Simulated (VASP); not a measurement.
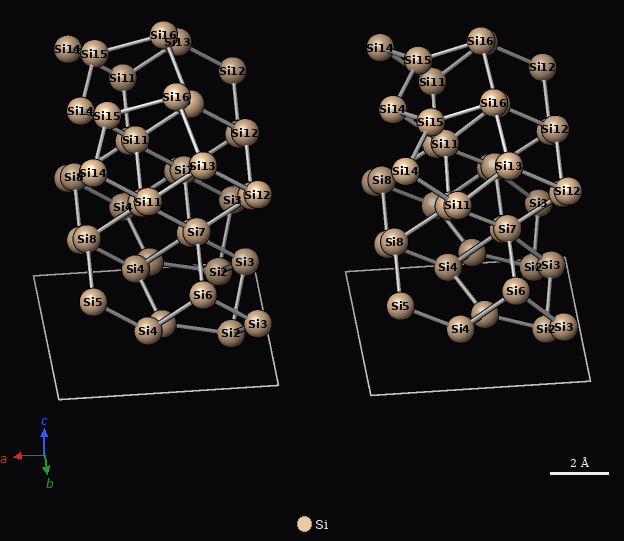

Two geometries of a slab of composition Si, drawn at one scale. One is the start of a relaxation, the other its converged end. A ball-and-stick model of the 1 × 2 repeat of the cell, outlined in the plane, without the vacuum (origin shifted), seen from a free direction.

Computed with Kohn-Sham DFT of a periodic cell, PBE, VASP PAW PBE potentials, recommended in VASP 6.6.1. Settings: plane-wave cutoff 520 eV; k-point mesh 4 × 7 × 1; occupations gaussian; smearing width 0.03 eV; no spin polarisation.

**Which geometry has the lower energy?**

The right one is the relaxed one. The run lets the atoms move in a fixed cell. After 31 geometry steps the energy has fallen by 1.499 eV per cell of the calculation. Largest force component: 1.1 eV/Å at the start, 0.0086 eV/Å at the end. A Si atom moves most relative to the layer's centre: 0.52 Å at 45° to the normal (+c side). The cell doesn't change. Some distances before and after: Si–Si 2.653 → 2.404 Å, Si–Si 2.500 → 2.303 Å, Si–Si 2.368 → 2.437 Å, Si–Si 2.368 → 2.414 Å. Among the angles between lasting bonds that change: Si–Si–Si 93.6° → 107.2°, Si–Si–Si 125.8° → 114.3°, Si–Si–Si 90.7° → 80.2°.
